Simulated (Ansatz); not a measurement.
Input

```
crystal:
  lattice:
    - [0.0, 5.43, 5.43]
    - [5.43, 0.0, 5.43]
    - [5.43, 5.43, 0.0]
  atoms:
    - { symbol: Si, position: [0.0, 0.0, 0.0] }
    - { symbol: Si, position: [0.125, 0.125, 0.125] }
    - { symbol: Si, position: [0.0, 0.0, 0.5] }
    - { symbol: Si, position: [0.125, 0.125, 0.625] }
    - { symbol: Si, position: [0.0, 0.5, 0.0] }
    - { symbol: Si, position: [0.125, 0.625, 0.125] }
    - { symbol: Si, position: [0.0, 0.5, 0.5] }
    - { symbol: Si, position: [0.125, 0.625, 0.625] }
    - { symbol: Si, position: [0.5, 0.0, 0.0] }
    - { symbol: Si, position: [0.625, 0.125, 0.125] }
    - { symbol: Si, position: [0.5, 0.0, 0.5] }
    - { symbol: Si, position: [0.625, 0.125, 0.625] }
    - { symbol: Si, position: [0.5, 0.5, 0.0] }
    - { symbol: Si, position: [0.625, 0.625, 0.125] }
    - { symbol: Si, position: [0.5, 0.5, 0.5] }
    - { symbol: Si, position: [0.625, 0.625, 0.625] }
    - { symbol: Ti, position: [0.8697891, 0.8666466, 0.3902449] }
basis:
  ecutwfc: 420.0
kpoints:
  mp_grid: { grid: [2, 2, 2] }
hamiltonian:
  xc: pbe
  dispersion: d3bj
  pseudopotentials: { kind: paw, azcp: { folder: soft_1 } }
scf:
  occupations: { method: gaussian, width: 0.05 }
  lower_state_search: "off"
relax:
  f_tol: 0.03
  max_steps: 60
  adjacent_minimum: "off"
output:
  write_density: true
  write_potential: true
  elf: true
  volumetric_format: npy
```

Command:

```sh
ansatz run input.yaml --threads 1 --pin off --max-ram 3072MiB --backend cpu --events-out ev --progress --plain --runs-dir out
```

The fields are those of the run's last geometry, not of the input's.

Computed without spin polarisation; PAW files of the earlier set (soft_1).

These are results of DFT PBE-D3(BJ), scalar-relativistic, plane waves, PAW (Ansatz 0.2.0), not measurements.

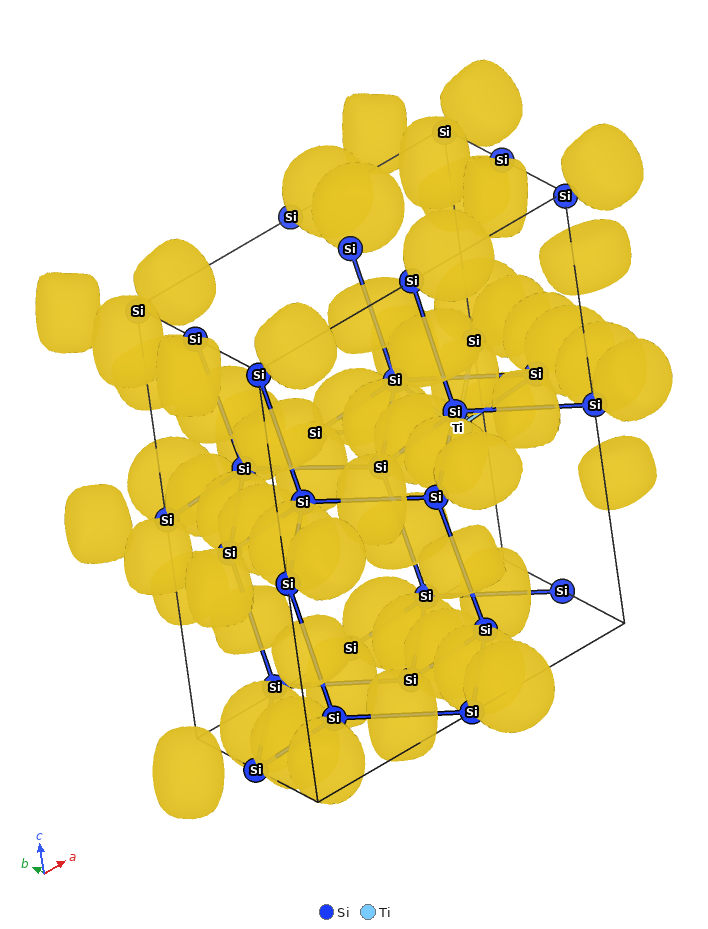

TiSi$_{16}$ (cell with a defect). Isosurface of the ELF at 0.75 (yellow), seen slightly off an axis. Only the valence region is drawn (cores and ρ < 0.01 e/Å³ removed). Sticks mark near contacts.

Core electrons are frozen (PAW), and the valence fields are smoothed inside the atomic spheres.

> What do the ELF domains correspond to?

At this value the surface marks out 32 regions between bonded Si–Si atoms, counted in one cell of 17 atoms. Any copies at cell faces, edges or corners count once.

Values along the shortest contacts:
Si–Si (2.27 Å): the ELF peaks at about 0.95 between the atoms. Ti–Si (2.43 Å): the ELF peaks at about 0.60 in the valence shell of Si, 0.9 Å from its nucleus, and is about 0.35 at the midpoint.

> Does the calculation make it a metal, or give it a gap?

It is metallic or semimetallic at this level of theory: no gap opens.
